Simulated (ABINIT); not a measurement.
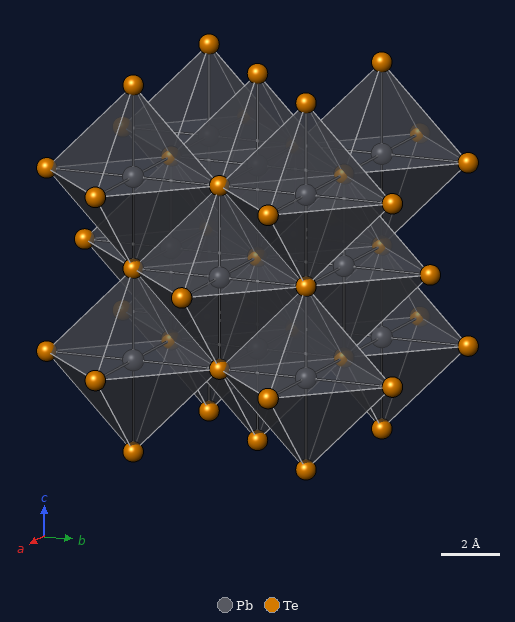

*The input geometry (polyhedral view of the cell 4 times as large as that of the calculation, set on its symmetry axes, seen slightly off an axis; polyhedra are completed across the faces of the cell).*

# Positron calculation, with input and output: PbTe (part 1 of 2)

System: PbTe (Fm-3m, 2 atoms in the cell).
Method: Kohn-Sham DFT of a periodic cell, PBE, JTH PAW PBE v2.0, no spin polarisation (ABINIT 10.8.3).

The structure derives from an entry of the Crystallography Open Database. The run did not end well.

### The input
```
# Datasets
ndtset 2

# Pseudopotentials
pp_dirpath "./"
pseudos "Pb.GGA_PBE-JTH.xml, Te.GGA_PBE-JTH.xml"

# Structure
acell 8.7772795961 8.7772795961 8.7772795961
rprim
     0.0000000000     0.7071067812     0.7071067812
     0.7071067812     0.0000000000     0.7071067812
     0.7071067812     0.7071067812     0.0000000000
ntypat 2
znucl 82 52
natom 2
typat 1 2
chkprim 0
chksymtnons 0
tolsym 1.0e-6
xred
            0.0            0.0            0.0
            1/2            1/2            1/2

# Plane-wave basis
ecut 598.650497 eV
pawecutdg 44.0
ecutsm 0.5

# Exchange and correlation
ixc 11

# SCF cycle
nstep 80

# Output
iomode 3
prteig 0
prtebands 0
prtwf 0

# Dataset 1: electrons
kptopt1 1
ngkpt1 5 5 5
nshiftk1 1
shiftk1 0.0 0.0 0.0
nband1 14
occopt1 3
tsmear1 0.05 eV
tolvrs1 1.0e-10
prtden1 1

# Dataset 2: positron in the electrons' density
positron2 1
ixcpositron2 1
getden2 1
kptopt2 0
nkpt2 1
kpt2 0.0 0.0 0.0
nband2 1
occopt2 2
occ2 1.0
posocc2 1.0
toldfe2 1.0e-9
optforces2 0
optstress2 0
prtden2 0
```

Run as:
```bash
abinit run.abi > log 2>&1
```

### Log
```
.Version 10.8.3 of ABINIT
 DATASET    1 : space group Fm -3 m (#225); Bravais cF (face-center cubic)
================================================================================
 Values of the parameters that define the memory need for DATASET  1.
     intxc =       0    ionmov =       0      iscf =      17    lmnmax =      18
     lnmax =       6     mgfft =      40  mpssoang =       3    mqgrid =    3001
     natom =       2  nloc_mem =       2    nspden =       1   nspinor =       1
    nsppol =       1      nsym =      48    n1xccc =       1    ntypat =       2
    occopt =       3   xclevel =       2
       mpw =        2371          nfft =       64000          nkpt =          10
 PAW method is used; the additional fine FFT grid is defined by:
   mgfftf=        54    nfftf =    157464
================================================================================
================================================================================

 DATASET    2 : space group Fm -3 m (#225); Bravais cF (face-center cubic)
================================================================================
 Values of the parameters that define the memory need for DATASET  2.
     intxc =       0    ionmov =       0      iscf =      17    lmnmax =      18
     lnmax =       6     mgfft =      40  mpssoang =       3    mqgrid =    3001
     natom =       2  nloc_mem =       2    nspden =       1   nspinor =       1
    nsppol =       1      nsym =      48    n1xccc =       1    ntypat =       2
    occopt =       2   xclevel =       2
       mpw =        1199          nfft =       64000          nkpt =           1
 PAW method is used; the additional fine FFT grid is defined by:
   mgfftf=        54    nfftf =    157464
================================================================================
================================================================================

--------------------------------------------------------------------------------
------------- Echo of variables that govern the present computation ------------
--------------------------------------------------------------------------------
 -outvars: echo values of preprocessed input variables --------
            acell      8.7772795961E+00  8.7772795961E+00  8.7772795961E+00 Bohr
              amu      2.07200000E+02  1.27600000E+02
          chkprim           0
      chksymtnons           0
             ecut      2.20000000E+01 Hartree
           ecutsm      5.00000000E-01 Hartree
           getden1          0
           getden2          1
              ixc          11
           jdtset        1    2
           kptopt1          1
           kptopt2          0
         kptrlatt        5    0    0      0    5    0      0    0    5
          kptrlen1     4.38863980E+01
          kptrlen2     3.00000000E+01
            natom           2
            nband1         14
            nband2          1
           ndtset           2
            ngfft          40      40      40
          ngfftdg          54      54      54
             nkpt1         10
             nkpt2          1
            nstep          80
             nsym          48
           ntypat           2
           occopt1          3
           occopt2          2
        optforces1          2
        optforces2          0
        optstress1          1
        optstress2          0
        pawecutdg      4.40000000E+01 Hartree
         positron1          0
         positron2          1
           prtden1          1
           prtden2          0
        prtebands           0
           prteig           0
            prtwf           0
            rprim      0.0000000000E+00  7.0710678120E-01  7.0710678120E-01
                       7.0710678120E-01  0.0000000000E+00  7.0710678120E-01
                       7.0710678120E-01  7.0710678120E-01  0.0000000000E+00
           shiftk1     0.00000000E+00  0.00000000E+00  0.00000000E+00
           shiftk2     5.00000000E-01  5.00000000E-01  5.00000000E-01
          spgroup         225
           toldfe1     0.00000000E+00 Hartree
           toldfe2     1.00000000E-09 Hartree
           tolsym      1.00000000E-06
           tolvrs1     1.00000000E-10
           tolvrs2     0.00000000E+00
           tsmear1     1.83746611E-03 Hartree
           tsmear2     1.00000000E-02 Hartree
            typat      1  2
           useylm           1
           xangst      0.0000000000E+00  0.0000000000E+00  0.0000000000E+00
                       3.2843245578E+00  3.2843245578E+00  3.2843245578E+00
            xcart      0.0000000000E+00  0.0000000000E+00  0.0000000000E+00
                       6.2064739229E+00  6.2064739229E+00  6.2064739229E+00
             xred      0.0000000000E+00  0.0000000000E+00  0.0000000000E+00
                       5.0000000000E-01  5.0000000000E-01  5.0000000000E-01
            znucl       82.00000   52.00000

================================================================================

 chkinp: Checking input parameters for consistency, jdtset=   1.

 chkinp: Checking input parameters for consistency, jdtset=   2.

================================================================================
== DATASET  1 ==================================================================

--- !DatasetInfo
iteration_state: {dtset: 1, }
dimensions: {natom: 2, nkpt: 10, mband: 14, nsppol: 1, nspinor: 1, nspden: 1, mpw: 2371, }
cutoff_energies: {ecut:  22.0, pawecutdg:  44.0, }
electrons: {nelect:   2.00000000E+01, charge:   0.00000000E+00, occopt:   3.00000000E+00, tsmear:   1.83746611E-03, }
meta: {optdriver: 0, ionmov: 0, optcell: 0, iscf: 17, paral_kgb: 0, }
...

 Exchange-correlation functional for the present dataset will be:
  GGA: Perdew-Burke-Ernzerhof functional - ixc=11
  J.P.Perdew, K.Burke, M.Ernzerhof, PRL 77, 3865 (1996)

 Real(R)+Recip(G) space primitive vectors, cartesian coordinates (Bohr,Bohr^-1):
 R(1)=  0.0000000  6.2064739  6.2064739  G(1)= -0.0805610  0.0805610  0.0805610
 R(2)=  6.2064739  0.0000000  6.2064739  G(2)=  0.0805610 -0.0805610  0.0805610
 R(3)=  6.2064739  6.2064739  0.0000000  G(3)=  0.0805610  0.0805610 -0.0805610
 Unit cell volume ucvol=  4.7815071E+02 bohr^3
 Angles (23,13,12)=  6.00000000E+01  6.00000000E+01  6.00000000E+01 degrees

 Coarse grid specifications (used for wave-functions):

 getcut: wavevector=  0.0000  0.0000  0.0000  ngfft=  40  40  40
         ecut(hartree)=     22.000   => boxcut(ratio)=   2.15836

 Fine grid specifications (used for densities):

 getcut: wavevector=  0.0000  0.0000  0.0000  ngfft=  54  54  54
         ecut(hartree)=     44.000   => boxcut(ratio)=   2.06106

--- Pseudopotential description ------------------------------------------------
- pspini: atom type   1  psp file is ./Pb.GGA_PBE-JTH.xml
 Pseudopotential format is: paw10
 basis_size (lnmax)=  6 (lmn_size= 18), orbitals=   0   0   1   1   2   2
 Spheres core radius: rc_sph= 2.40264019
 Shapefunction is BESSEL type: shapef(r,l)=aa(1,l)*jl(q(1,l)*r)+aa(2,l)*jl(q(2,l)*r)
 Radius for shape functions =  2.00872932
 Compensation charge density is not taken into account in XC energy/potential

- pspini: atom type   2  psp file is ./Te.GGA_PBE-JTH.xml
 Pseudopotential format is: paw10
 basis_size (lnmax)=  4 (lmn_size=  8), orbitals=   0   0   1   1
 Spheres core radius: rc_sph= 2.31107438
 Shapefunction is SIN type: shapef(r)=[sin(pi*r/rshp)/(pi*r/rshp)]**2
 Radius for shape functions =  2.10488624
 Compensation charge density is not taken into account in XC energy/potential

   2.67418901E+03                                ecore*ucvol(ha*bohr**3)
--------------------------------------------------------------------------------

================================================================================

--- !BeginCycle
iteration_state: {dtset: 1, }
solver: {iscf: 17, nstep: 80, nline: 4, wfoptalg: 10, }
tolerances: {tolvrs: 1.00E-10, }
...

     iter   Etot(hartree)      deltaE(h)  residm     nres2
 ETOT  1  -68.553256338517    -6.855E+01 3.097E+00 3.659E+00
 ETOT  2  -69.567270577741    -1.014E+00 1.605E-01 3.449E+00
 ETOT  3  -69.557572836061     9.698E-03 2.669E-02 8.157E-01
 ETOT  4  -69.554913543729     2.659E-03 8.275E-03 1.161E-01
 ETOT  5  -69.555070845486    -1.573E-04 1.240E-03 3.061E-02
 ETOT  6  -69.555011525179     5.932E-05 1.135E-02 1.881E-03
 ETOT  7  -69.555023670778    -1.215E-05 1.990E-03 1.429E-04
 ETOT  8  -69.555025013202    -1.342E-06 1.522E-03 4.016E-05
 ETOT  9  -69.555025147728    -1.345E-07 8.720E-04 2.039E-06
 ETOT 10  -69.555025167557    -1.983E-08 4.995E-05 1.421E-07
 ETOT 11  -69.555025170469    -2.912E-09 3.147E-05 1.588E-08
 ETOT 12  -69.555025170544    -7.478E-11 1.460E-06 2.147E-09
 ETOT 13  -69.555025170540     4.448E-12 1.150E-06 3.257E-10
 ETOT 14  -69.555025170532     7.589E-12 3.608E-08 1.511E-11

 At SCF step   14       nres2   =  1.51E-11 < tolvrs=  1.00E-10 =>converged.

 Cartesian components of stress tensor (hartree/bohr^3)
  sigma(1 1)=  6.91093306E-08  sigma(3 2)=  0.00000000E+00
  sigma(2 2)=  6.91093306E-08  sigma(3 1)=  0.00000000E+00
  sigma(3 3)=  6.91093306E-08  sigma(2 1)=  0.00000000E+00

--- !ResultsGS
iteration_state: {dtset: 1, }
comment   : Summary of ground state results
lattice_vectors:
- [  0.0000000,   6.2064739,   6.2064739, ]
- [  6.2064739,   0.0000000,   6.2064739, ]
- [  6.2064739,   6.2064739,   0.0000000, ]
lattice_lengths: [   8.77728,    8.77728,    8.77728, ]
lattice_angles: [ 60.000,  60.000,  60.000, ] # degrees, (23, 13, 12)
lattice_volume:   4.7815071E+02
convergence: {deltae:  7.589E-12, res2:  1.511E-11, residm:  3.608E-08, diffor: null, }
etotal    :  -6.95550252E+01
entropy   :   0.00000000E+00
fermie    :  -2.52720350E-02
cartesian_stress_tensor: # hartree/bohr^3
- [  6.91093306E-08,   0.00000000E+00,   0.00000000E+00, ]
- [  0.00000000E+00,   6.91093306E-08,   0.00000000E+00, ]
- [  0.00000000E+00,   0.00000000E+00,   6.91093306E-08, ]
pressure_GPa:  -2.0333E-03
xred      :
- [  0.0000E+00,   0.0000E+00,   0.0000E+00, Pb]
- [  5.0000E-01,   5.0000E-01,   5.0000E-01, Te]
cartesian_forces: # hartree/bohr
- [ -0.00000000E+00,  -0.00000000E+00,  -0.00000000E+00, ]
- [ -0.00000000E+00,  -0.00000000E+00,  -0.00000000E+00, ]
force_length_stats: {min:   0.00000000E+00, max:   0.00000000E+00, mean:   0.00000000E+00, }
...

 Integrated electronic density in atomic spheres:
 ------------------------------------------------
 Atom  Sphere_radius  Integrated_density
    1        2.40264         11.31434826
    2        2.31107          3.13228579

================================================================================

 ----iterations are completed or convergence reached----

 Mean square residual over all n,k,spin=   30.386E-11; max=  36.081E-09
 reduced coordinates (array xred) for    2 atoms
       0.000000000000      0.000000000000      0.000000000000
       0.500000000000      0.500000000000      0.500000000000
 rms dE/dt=  0.0000E+00; max dE/dt=  0.0000E+00; dE/dt below (all hartree)
    1       0.000000000000      0.000000000000      0.000000000000
    2       0.000000000000      0.000000000000      0.000000000000

 cartesian coordinates (angstrom) at end:
    1      0.00000000000000     0.00000000000000     0.00000000000000
    2      3.28432455782938     3.28432455782938     3.28432455782938

 cartesian forces (hartree/bohr) at end:
    1     -0.00000000000000    -0.00000000000000    -0.00000000000000
    2     -0.00000000000000    -0.00000000000000    -0.00000000000000
 frms,max,avg= 0.0000000E+00 0.0000000E+00   0.000E+00  0.000E+00  0.000E+00 h/b
```
